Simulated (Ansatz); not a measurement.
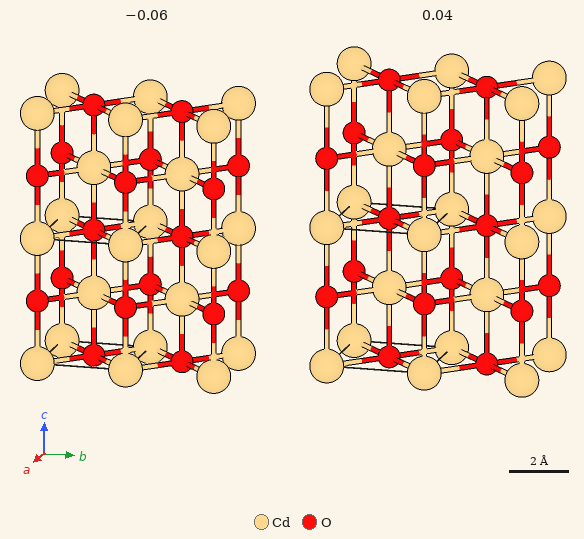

A crystal of CdO (set up in Fm-3m), under equal strain along all axes (cell held, atoms fixed by symmetry), with energies (extrapolated to zero smearing) counted from the relaxed crystal, which is the row at zero; the cubic crystal is set up in a tetragonal cell with a = a(cubic)/√2 and c = a(cubic). The picture shows the first and the last member. The picture is a ball-and-stick view of the cell of the calculation, repeated 1 × 2 × 2 with one cell outlined, seen slightly off an axis.

Computed with Ansatz 0.2.0: DFT r2SCAN, scalar-relativistic, plane waves, PAW. Settings: plane-wave cutoff 500 eV; k-point mesh 16 × 16 × 12; occupations gaussian; smearing width 0.1 eV; no spin polarisation.

| strain | energy (meV/atom) | a (Å) | c (Å) |
| --- | --- | --- | --- |
| −0.06 | 246.29 | 3.128 | 4.424 |
| −0.04 | ? | ? | ? |
| −0.02 | 23.37 | 3.261 | 4.612 |
| 0.0 | 0.00 | 3.328 | 4.706 |
| 0.02 | 20.25 | 3.394 | 4.800 |
| 0.04 | 75.30 | 3.461 | 4.894 |

> Fill in the missing row.

A parabola through three neighbouring rows (−0.06, −0.02, 0.0) gives, with Lagrange weights, (0.3333)(246.29) + (1.0000)(23.37) + (−0.3333)(0.00) = 105.46 meV/atom. The calculation gives 101.11 meV/atom (a = 3.195 Å, c = 4.518 Å). The estimate is 4.35 meV/atom too high. From the first member to the last: Cd–O 2.212 → 2.447 Å.

The whole series:

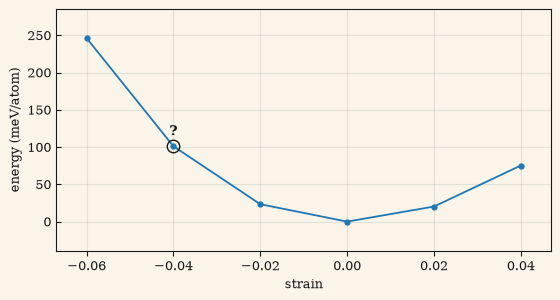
